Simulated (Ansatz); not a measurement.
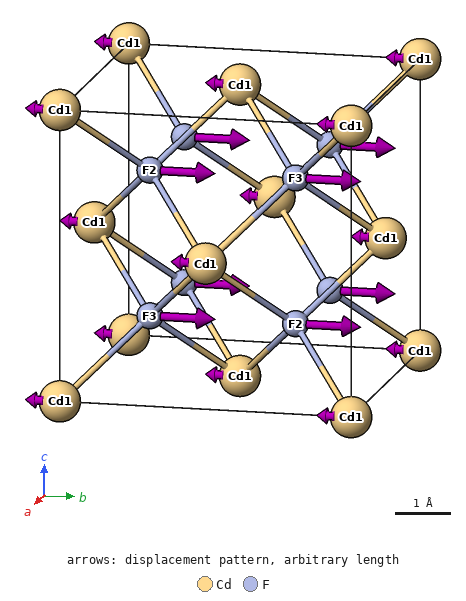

One vibrational mode of solid CdF2 (a generated structure) at the zone centre. Displacements are drawn as purple arrows; their common scale and sign are arbitrary. Style: ball-and-stick. Shown: the conventional cell (4 times the calculation's cell), slightly off an axis. Lengths and directions refer to the drawn axes.

Level of theory: DFT PBE, scalar-relativistic, plane waves, PAW (Ansatz). Set-up: plane-wave cutoff 420 eV; k-point mesh 8 × 8 × 8; occupations fixed; no spin polarisation.

Frequencies are those without the non-analytic (LO–TO) term.

**Give the symmetry, activity and frequency of this mode.**

This is the T₁u mode (triply degenerate; one member of the set is drawn) at 193 cm⁻¹, the lowest optical level, infrared-active by symmetry. The F sublattice moves against the Cd sublattice, along b; the kinetic energy is shared as F 75 %, Cd 25 %. Its infrared intensity is 15 (D/Å)²/amu for the set. The value is the transverse one; the longitudinal partner lies at 358 cm⁻¹.
